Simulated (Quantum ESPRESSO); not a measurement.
**HfC: 7 runs along one coordinate**

System: HfC (Fm-3m, 2 atoms in the cell).
Method: Kohn-Sham DFT of a periodic cell, LDA, PseudoDojo 0.4.1 SR LDA standard, no spin polarisation (Quantum ESPRESSO 7.5).

The 7 runs differ only in the geometry, by an even scaling of the cell at fixed fractional positions. The structure derives from an entry of the Crystallography Open Database.

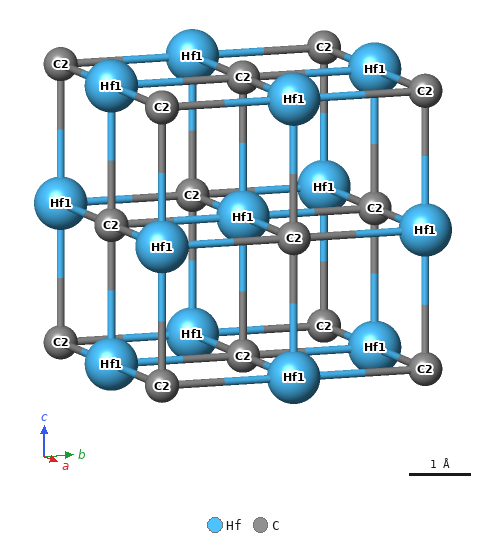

Figure 1. The structure of run 4 (ball-and-stick view of the cell 4 times as large as that of the calculation, set on its symmetry axes, seen slightly off an axis; atoms are numbered from 1 in the order of the input).

### Input of run 4
```
&CONTROL
  calculation = 'scf'
  prefix = 'pwscf'
  outdir = './tmp'
  pseudo_dir = './pseudo'
  tprnfor = .true.
  tstress = .true.
  disk_io = 'nowf'
/
&SYSTEM
  ibrav = 0
  nat = 2
  ntyp = 2
  ecutwfc = 82
  nbnd = 14
  occupations = 'smearing'
  smearing = 'fd'
  degauss = 0.00367493
/
&ELECTRONS
  conv_thr = 4d-10
  electron_maxstep = 120
  mixing_beta = 0.5
/
ATOMIC_SPECIES
Hf   178.4900 Hf.upf
C     12.0110 C.upf
CELL_PARAMETERS angstrom
   0.0000000000    2.3250000000    2.3250000000
   2.3250000000    0.0000000000    2.3250000000
   2.3250000000    2.3250000000    0.0000000000
ATOMIC_POSITIONS crystal
Hf     0.5000000000    0.5000000000    0.5000000000
C      0.0000000000    0.0000000000    0.0000000000
K_POINTS automatic
10 10 10 0 0 0
```

Command:
```bash
OMP_NUM_THREADS=1 pw.x -in pw.in > pw.out
```

Run 5 differs from it as follows:
```diff
-   0.0000000000    2.3250000000    2.3250000000
-   2.3250000000    0.0000000000    2.3250000000
-   2.3250000000    2.3250000000    0.0000000000
+   0.0000000000    2.3403977997    2.3403977997
+   2.3403977997    0.0000000000    2.3403977997
+   2.3403977997    2.3403977997    0.0000000000
```

### Results, with one run withheld

```tsv
run	volume per atom (Å³)	free energy per atom, from the lowest run given (meV)	pressure (GPa)
1	11.814	0.00	1.25
2	12.065	2.34	−4.26
3	12.317	12.87	−9.21
4	12.568	30.78	−13.66
5	12.819	?	?
6	13.071	85.83	−21.28
7	13.322	121.71	−24.52
```

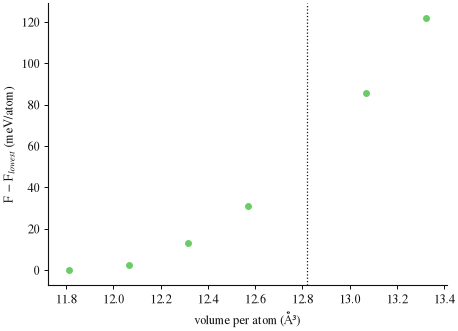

Figure 2. Free energy per atom of the runs given; the dotted line marks run 5.

Fit the runs given and predict run 5.

A cubic polynomial in V^(−2/3) (the Birch–Murnaghan form), fitted to the 6 runs given, misses them by at most 0.02 meV per atom. With x = V^(−2/3) − 0.18559 Å⁻², it reads F = 25.814 − 7925.7 x + 6.0349e+05 x² − 79403 x³ (meV per atom). At run 5 it gives 55.25 meV per atom, and the run itself gives 55.32. The slope of the fit gives a pressure −dF/dV of −17.60 GPa there, and the run prints −17.67 GPa. The two needn't agree exactly: the fit is approximate, and the printed stress is taken on a finite basis. The fit has its minimum at 11.871 Å³ per atom, where V d²F/dV² gives 267 GPa: the bulk modulus at this level, since symmetry fixes the shape and the positions.

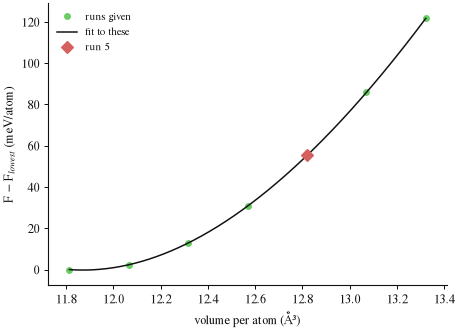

Figure 3. The fit and the withheld run.

### Some lines of the output (run 5)
```
[...]
     total energy              =    -124.86743594 Ry
     total energy              =    -125.05846976 Ry
     total energy              =    -125.10751146 Ry
     total energy              =    -125.10920996 Ry
     total energy              =    -125.10923436 Ry
     total energy              =    -125.10924442 Ry
     total energy              =    -125.10924475 Ry
     total energy              =    -125.10924501 Ry
     total energy              =    -125.10924506 Ry
     the Fermi energy is    14.7538 ev
!    total energy              =    -125.10924506 Ry
     The total energy is F=E-TS. E is the sum of the following terms:
     Computing stress (Cartesian axis) and pressure
          total   stress  (Ry/bohr**3)                   (kbar)     P=     -176.74
```

Notes: Spin–orbit coupling is left out, which matters for Hf.
